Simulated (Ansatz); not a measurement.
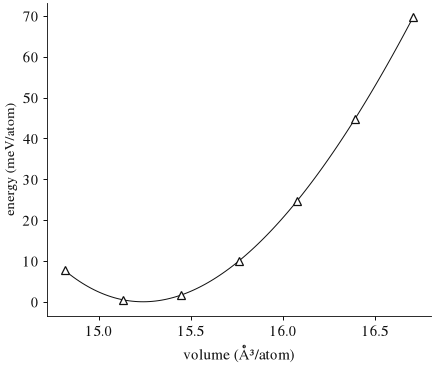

The plot gives the computed energy against volume for CuAu₃, space group Pm-3m (No. 221).

The given structure:
```yaml
crystal:
  lattice:
    - [3.98000, 0.00000, 0.00000]
    - [0.00000, 3.98000, 0.00000]
    - [0.00000, 0.00000, 3.98000]
  atoms:
    - { symbol: Au, position: [0.50000, 0.50000, 0.00000] }
    - { symbol: Au, position: [0.50000, 0.00000, 0.50000] }
    - { symbol: Au, position: [0.00000, 0.50000, 0.50000] }
    - { symbol: Cu, position: [0.00000, 0.00000, 0.00000] }
```

How it was computed, with Ansatz 0.2.0: all-electron LAPW DFT, no spin polarisation; energies at scaled volumes of the given cell, shape and fractions fixed, counted from the fit's minimum, third-order Birch-Murnaghan fit. Level: LDA.

- k mesh: 7×7×7
- occupations: Fermi–Dirac
- smearing width: 0.05 eV
- potentials: all electron LAPW, scalar relativistic
- program settings: basis error eV/atom 0.002

From this curve and the settings, what does the calculation give for the pressure at the same points?

The pressure falls from 5.96 GPa at volume 14.82 Å³/atom to −13.73 GPa at 16.71 Å³/atom, and changes sign near 15.25 Å³/atom.

| volume (Å³/atom) | pressure (GPa) |
| --- | --- |
| 14.82 | 5.96 |
| 15.13 | 1.45 |
| 15.45 | −2.49 |
| 15.76 | −5.93 |
| 16.08 | −8.92 |
| 16.39 | −11.51 |
| 16.71 | −13.73 |

Note: spin-orbit coupling left out, heavy elements.
